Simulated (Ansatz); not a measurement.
## Formation energy and levels of the substitutional impurity Na_Al in AlN (P6_3mc)

Aim: at which Fermi levels does Na_Al in AlN (P6_3mc) change its charge? The model is a cell of 72 host atoms with 1 Al taken out and 1 Na put in.

Program: Ansatz 0.2.0. Level of theory: place-levels on r2SCAN runs: charge-transition levels and formation energies with image-charge correction and potential alignment at the atomic sites; PAW set soft_1. Results are calculated unless marked as measured.

### Step 1. Starting point

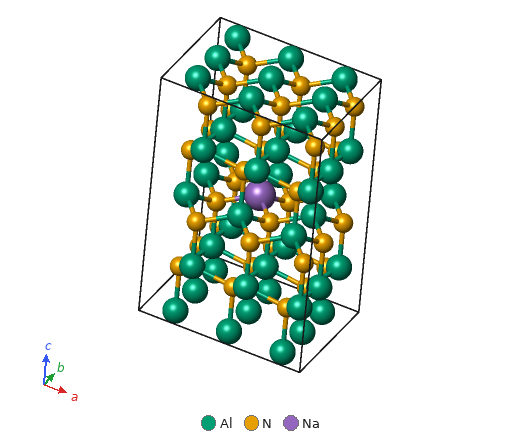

The cell as given, slightly off an axis (aluminium teal, nitrogen orange, sodium purple). Some periodic images of atoms are drawn too.

The cell holds 72 atoms: 35 Al, 36 N and 1 Na. Its edges and angles: a = 9.320 Å, b = 9.320 Å, c = 9.956 Å, α = 90.0°, β = 90.0°, γ = 120.0°. It derives from AlN (space group P6_3mc). Nearest the centre at fractional (0.444, 0.556, 0.500): Na34 at 0.00 Å, N11 at 1.89 Å, N43 at 1.89 Å, N35 at 1.89 Å, N40 at 1.90 Å, Al9 at 3.07 Å, Al13 at 3.07 Å, Al41 at 3.07 Å.

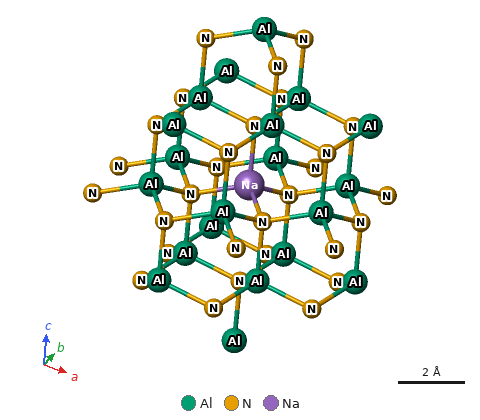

The atoms within 5 Å of the centre.

As a file:

```xyz
72
Lattice="9.3196 0.0000 0.0000 -4.6598 8.0710 0.0000 0.0000 0.0000 9.9565" Properties=species:S:1:pos:R:3 pbc="T T T"
Al    1.5533    0.8968    2.4852
Al    0.0000    1.7936    4.9743
N     1.5533    0.8968    4.3848
N     0.0000    1.7936    1.8957
Al    1.5533    0.8968    7.4634
Al    0.0000    1.7936    9.9525
N     1.5533    0.8968    9.3631
N     0.0000    1.7936    6.8739
Al    0.0000    3.5871    2.4852
Al   -1.5533    4.4839    4.9743
N     0.0000    3.5871    4.3848
N    -1.5533    4.4839    1.8957
Al    0.0000    3.5871    7.4634
Al   -1.5533    4.4839    9.9525
N     0.0000    3.5871    9.3631
N    -1.5533    4.4839    6.8739
Al   -1.5533    6.2774    2.4852
Al   -3.1065    7.1742    4.9743
N    -1.5533    6.2774    4.3848
N    -3.1065    7.1742    1.8957
Al   -1.5533    6.2774    7.4634
Al   -3.1065    7.1742    9.9525
N    -1.5533    6.2774    9.3631
N    -3.1065    7.1742    6.8739
Al    4.6598    0.8968    2.4852
Al    3.1065    1.7936    4.9743
N     4.6598    0.8968    4.3848
N     3.1065    1.7936    1.8957
Al    4.6598    0.8968    7.4634
Al    3.1065    1.7936    9.9525
N     4.6598    0.8968    9.3631
N     3.1065    1.7936    6.8739
Al    3.1065    3.5871    2.4852
Na    1.5533    4.4839    4.9743
N     3.1065    3.5871    4.3848
N     1.5533    4.4839    1.8957
Al    3.1065    3.5871    7.4634
Al    1.5533    4.4839    9.9525
N     3.1065    3.5871    9.3631
N     1.5533    4.4839    6.8739
Al    1.5533    6.2774    2.4852
Al    0.0000    7.1742    4.9743
N     1.5533    6.2774    4.3848
N     0.0000    7.1742    1.8957
Al    1.5533    6.2774    7.4634
Al    0.0000    7.1742    9.9525
N     1.5533    6.2774    9.3631
N     0.0000    7.1742    6.8739
Al    7.7663    0.8968    2.4852
Al    6.2130    1.7936    4.9743
N     7.7663    0.8968    4.3848
N     6.2130    1.7936    1.8957
Al    7.7663    0.8968    7.4634
Al    6.2130    1.7936    9.9525
N     7.7663    0.8968    9.3631
N     6.2130    1.7936    6.8739
Al    6.2130    3.5871    2.4852
Al    4.6598    4.4839    4.9743
N     6.2130    3.5871    4.3848
N     4.6598    4.4839    1.8957
Al    6.2130    3.5871    7.4634
Al    4.6598    4.4839    9.9525
N     6.2130    3.5871    9.3631
N     4.6598    4.4839    6.8739
Al    4.6598    6.2774    2.4852
Al    3.1065    7.1742    4.9743
N     4.6598    6.2774    4.3848
N     3.1065    7.1742    1.8957
Al    4.6598    6.2774    7.4634
Al    3.1065    7.1742    9.9525
N     4.6598    6.2774    9.3631
N     3.1065    7.1742    6.8739
```

Known beforehand: the electronic dielectric constant, (4.49, 4.49, 4.72), and the static one, (8.15, 8.15, 9.65), computed on the host (DFPT, PBEsol, on the r2SCAN cell), and a cell off the functional's own equilibrium shifts the ionic part.

The cell's shortest repeat is 9.3 Å.

### Step 2. What was run first

Levels follow from differences of total energies between charge states, each relaxed by itself.

Random displacements of about 0.05 Å break the site symmetry at the start, so that the relaxation can reach a distorted minimum if there is one. Forces are taken at one point at (¼, ¼, ¼). The cell holds 2 electrons more than the neutral one, with a uniform background that keeps it neutral on the whole.

The sampling was tested on the host first: at the k-points planned (1x1x1 shifted 0.25 0.25 0.25) its energy lies -0.014 eV an atom from the dense-mesh value, under the bound of 0.02 eV set for this test; that bounds the host's error, not the defect's.

One of the inputs; charge, spin and start change from state to state.

The input, qm2.relax/input.yaml:

```yaml
crystal:
  lattice:
    - [9.31956554, 9.0e-08, 0.0]
    - [-4.65978284, 8.07098046, 0.0]
    - [0.0, 0.0, 9.95647772]
  atoms:
    - { symbol: Al, position: [0.22222222, 0.11111111, 0.24960167] }
    - { symbol: Al, position: [0.11111111, 0.22222222, 0.49960167] }
    - { symbol: "N", position: [0.22222222, 0.11111111, 0.44039833] }
    - { symbol: "N", position: [0.11111111, 0.22222222, 0.19039833] }
    - { symbol: Al, position: [0.22222222, 0.11111111, 0.74960167] }
    - { symbol: Al, position: [0.11111111, 0.22222222, 0.99960167] }
    - { symbol: "N", position: [0.22222222, 0.11111111, 0.94039833] }
    - { symbol: "N", position: [0.11111111, 0.22222222, 0.69039833] }
    - { symbol: Al, position: [0.22222222, 0.44444444, 0.24960167] }
    - { symbol: Al, position: [0.11111111, 0.55555556, 0.49960167] }
    - { symbol: "N", position: [0.22222222, 0.44444444, 0.44039833] }
    - { symbol: "N", position: [0.11111111, 0.55555556, 0.19039833] }
    - { symbol: Al, position: [0.22222222, 0.44444444, 0.74960167] }
    - { symbol: Al, position: [0.11111111, 0.55555556, 0.99960167] }
    - { symbol: "N", position: [0.22222222, 0.44444444, 0.94039833] }
    - { symbol: "N", position: [0.11111111, 0.55555556, 0.69039833] }
    - { symbol: Al, position: [0.22222222, 0.77777778, 0.24960167] }
    - { symbol: Al, position: [0.11111111, 0.88888889, 0.49960167] }
    - { symbol: "N", position: [0.22222222, 0.77777778, 0.44039833] }
    - { symbol: "N", position: [0.11111111, 0.88888889, 0.19039833] }
    - { symbol: Al, position: [0.22222222, 0.77777778, 0.74960167] }
    - { symbol: Al, position: [0.11111111, 0.88888889, 0.99960167] }
    - { symbol: "N", position: [0.22222222, 0.77777778, 0.94039833] }
    - { symbol: "N", position: [0.11111111, 0.88888889, 0.69039833] }
    - { symbol: Al, position: [0.55555556, 0.11111111, 0.24960167] }
    - { symbol: Al, position: [0.44444444, 0.22222222, 0.49960167] }
    - { symbol: "N", position: [0.55555556, 0.11111111, 0.44039833] }
    - { symbol: "N", position: [0.44444444, 0.22222222, 0.19039833] }
    - { symbol: Al, position: [0.55555556, 0.11111111, 0.74960167] }
    - { symbol: Al, position: [0.44444444, 0.22222222, 0.99960167] }
    - { symbol: "N", position: [0.55555556, 0.11111111, 0.94039833] }
    - { symbol: "N", position: [0.44444444, 0.22222222, 0.69039833] }
    - { symbol: Al, position: [0.55555556, 0.44444444, 0.24960167] }
    - { symbol: Na, position: [0.44444444, 0.55555556, 0.49960167] }
    - { symbol: "N", position: [0.55555556, 0.44444444, 0.44039833] }
    - { symbol: "N", position: [0.44444444, 0.55555556, 0.19039833] }
    - { symbol: Al, position: [0.55555556, 0.44444444, 0.74960167] }
    - { symbol: Al, position: [0.44444444, 0.55555556, 0.99960167] }
    - { symbol: "N", position: [0.55555556, 0.44444444, 0.94039833] }
    - { symbol: "N", position: [0.44444444, 0.55555556, 0.69039833] }
    - { symbol: Al, position: [0.55555556, 0.77777778, 0.24960167] }
    - { symbol: Al, position: [0.44444444, 0.88888889, 0.49960167] }
    - { symbol: "N", position: [0.55555556, 0.77777778, 0.44039833] }
    - { symbol: "N", position: [0.44444444, 0.88888889, 0.19039833] }
    - { symbol: Al, position: [0.55555556, 0.77777778, 0.74960167] }
    - { symbol: Al, position: [0.44444444, 0.88888889, 0.99960167] }
    - { symbol: "N", position: [0.55555556, 0.77777778, 0.94039833] }
    - { symbol: "N", position: [0.44444444, 0.88888889, 0.69039833] }
    - { symbol: Al, position: [0.88888889, 0.11111111, 0.24960167] }
    - { symbol: Al, position: [0.77777778, 0.22222222, 0.49960167] }
    - { symbol: "N", position: [0.88888889, 0.11111111, 0.44039833] }
    - { symbol: "N", position: [0.77777778, 0.22222222, 0.19039833] }
    - { symbol: Al, position: [0.88888889, 0.11111111, 0.74960167] }
    - { symbol: Al, position: [0.77777778, 0.22222222, 0.99960167] }
    - { symbol: "N", position: [0.88888889, 0.11111111, 0.94039833] }
    - { symbol: "N", position: [0.77777778, 0.22222222, 0.69039833] }
    - { symbol: Al, position: [0.88888889, 0.44444444, 0.24960167] }
    - { symbol: Al, position: [0.77777778, 0.55555556, 0.49960167] }
    - { symbol: "N", position: [0.88888889, 0.44444444, 0.44039833] }
    - { symbol: "N", position: [0.77777778, 0.55555556, 0.19039833] }
    - { symbol: Al, position: [0.88888889, 0.44444444, 0.74960167] }
    - { symbol: Al, position: [0.77777778, 0.55555556, 0.99960167] }
    - { symbol: "N", position: [0.88888889, 0.44444444, 0.94039833] }
    - { symbol: "N", position: [0.77777778, 0.55555556, 0.69039833] }
    - { symbol: Al, position: [0.88888889, 0.77777778, 0.24960167] }
    - { symbol: Al, position: [0.77777778, 0.88888889, 0.49960167] }
    - { symbol: "N", position: [0.88888889, 0.77777778, 0.44039833] }
    - { symbol: "N", position: [0.77777778, 0.88888889, 0.19039833] }
    - { symbol: Al, position: [0.88888889, 0.77777778, 0.74960167] }
    - { symbol: Al, position: [0.77777778, 0.88888889, 0.99960167] }
    - { symbol: "N", position: [0.88888889, 0.77777778, 0.94039833] }
    - { symbol: "N", position: [0.77777778, 0.88888889, 0.69039833] }
  host:
    repeats: [3, 3, 2]
    atoms:
      - { symbol: Al, position: [0.66666667, 0.33333333, 0.49920333] }
      - { symbol: Al, position: [0.33333333, 0.66666667, 0.99920333] }
      - { symbol: "N", position: [0.66666667, 0.33333333, 0.88079667] }
      - { symbol: "N", position: [0.33333333, 0.66666667, 0.38079667] }
total_charge: -2
basis:
  ecutwfc: 500
  xc_grid: 2
hamiltonian:
  xc: r2scan
  pseudopotentials: { kind: paw, azcp: { folder: soft_1 } }
kpoints:
  mp_grid: { grid: [1, 1, 1], shift: [0.25, 0.25, 0.25] }
scf:
  occupations: { method: fixed }
  max_iter: 60
output:
  forces: true
  charged_corrections:
    epsilon: [4.49, 4.49, 4.72]
    static_epsilon: [8.15, 8.15, 9.65]
    defect_position: [0.444444, 0.555556, 0.499602]
relax:
  f_tol: 0.02
  max_steps: 80
  random_displacement: { amplitude: 0.05, seed: 2938 }
checkpoint:
  write: "../qm2.relax.run"
  compress: false
  write_wavefunctions: true
  write_every: 100000
```

Run with:

```bash
$ ansatz run input.yaml --threads 4 --pin off --max-ram 15073MiB --backend cpu --events-out ev --progress --plain --runs-dir out
```

Defect states can disperse in a cell of this size, so the energy is taken again at a 2×2×2 shifted mesh, on the relaxed structure.

The run of this state that the levels use, under r2SCAN:

The input, qm2.point/input.yaml:

```yaml
crystal:
  checkpoint: "../qm2.relax.run"
  host: checkpoint
total_charge: -2
basis:
  ecutwfc: 500
  xc_grid: 2
hamiltonian:
  xc: r2scan
  pseudopotentials: { kind: paw, azcp: { folder: soft_1 } }
kpoints:
  mp_grid: { grid: [2, 2, 2], shift: [0.5, 0.5, 0.5] }
scf:
  occupations: { method: fermi_dirac, width: 0.01 }
  max_iter: 60
output:
  forces: true
  eigenvalues: true
  charged_corrections:
    epsilon: [4.49, 4.49, 4.72]
    static_epsilon: [8.15, 8.15, 9.65]
    defect_position: [0.444444, 0.555556, 0.499602]
  eigenstates: { localisation: true }
  populations: true
checkpoint:
  read: "../qm2.relax.run"
  write: "../qm2.point.run"
  compress: false
  write_wavefunctions: false
  write_every: 100000
```

Relaxations under r2SCAN at one point at (¼, ¼, ¼); times on 4 threads of Arm Neoverse V1, shared host:

```
charge  moment (μB)  occupations        outcome  steps  largest displacement against the far atoms (Å)     time
    −2            0        fixed      converged      7                                            0.31     95 s
    −1            1        fixed      converged      6                                            0.31  4.5 min
     0            0        fixed  not converged      -                                               -     55 s
     0            0  fermi-dirac      converged      7                                            0.29  2.5 min
     0            2        fixed      converged      7                                            0.31  5.2 min
    +1            1        fixed      converged      8                                            0.32  5.1 min
    +1            3        fixed      converged      6                                            0.32    4 min
```

Single points under r2SCAN at a 2×2×2 shifted mesh; times on 4 threads of Arm Neoverse V1, shared host:

```
charge  moment (μB)  occupations    outcome     time
    −2            0  fermi-dirac  converged     78 s
    −1            1  fermi-dirac  converged  4.6 min
     0            0  fermi-dirac  converged  1.7 min
     0            2  fermi-dirac  converged  4.5 min
    +1            1  fermi-dirac  converged  3.6 min
    +1            3  fermi-dirac  converged  3.9 min
```

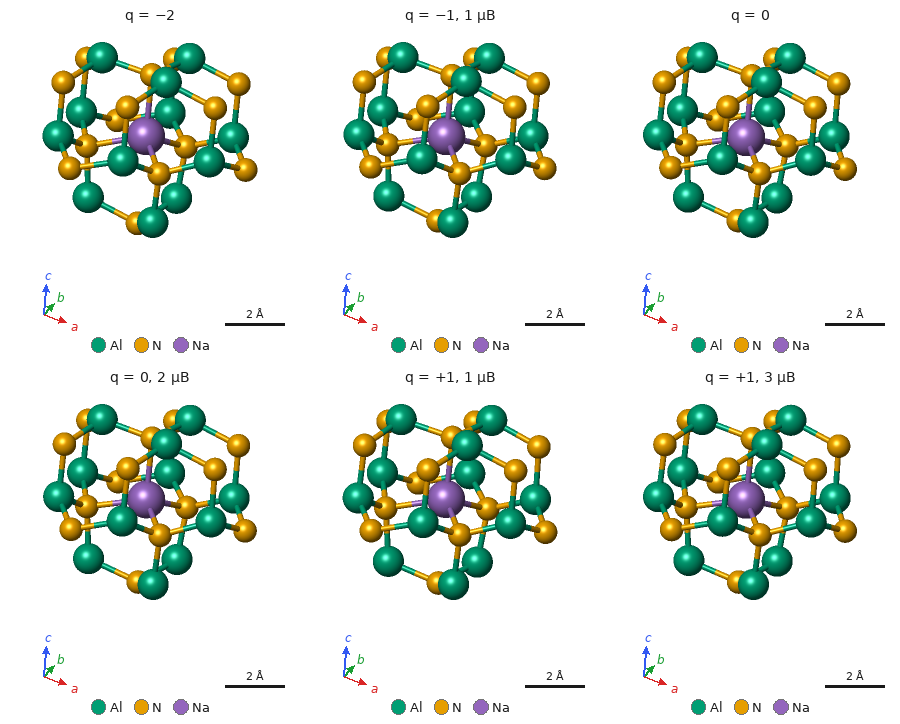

The structures near the centre after relaxation with r2SCAN, by charge.

Distances (Å) from Na34 to the nearest atoms after relaxation with r2SCAN:

```
charge  moment (μB)      1.      2.      3.      4.       5.       6.
    −2            0  N 2.14  N 2.14  N 2.14  N 2.19  Al 3.07  Al 3.07
    −1            1  N 2.15  N 2.15  N 2.17  N 2.19   N 3.06  Al 3.08
     0            0  N 2.16  N 2.16  N 2.16  N 2.21   N 3.01  Al 3.07
     0            2  N 2.16  N 2.16  N 2.16  N 2.21   N 2.99  Al 3.06
    +1            1  N 2.16  N 2.18  N 2.18  N 2.24   N 3.01  Al 3.10
    +1            3  N 2.16  N 2.17  N 2.17  N 2.23   N 2.97  Al 3.08
```

(Part 1 of 2 ends here.)

[Logs are printed without paths, hosts, clocks, repeated set-up lines and the standing remarks that a program may print on its own settings, such as how far it seeks lower states.]

[Hosts, paths, dates, database ids (printed as entryN), source tags and the programs' standing remarks are cut or masked in the printed files.]

[Where a table of states has a column of steps, it counts the stored structures, which are thinned; the runs took as many ionic steps or more.]

[A defect's name tells the site on which it was built; relaxed atoms can leave that site.]

[For some hosts the program warned that the k-mesh of the response run may be too coarse for force constants and the static dielectric constant; such warnings are not shown here.]
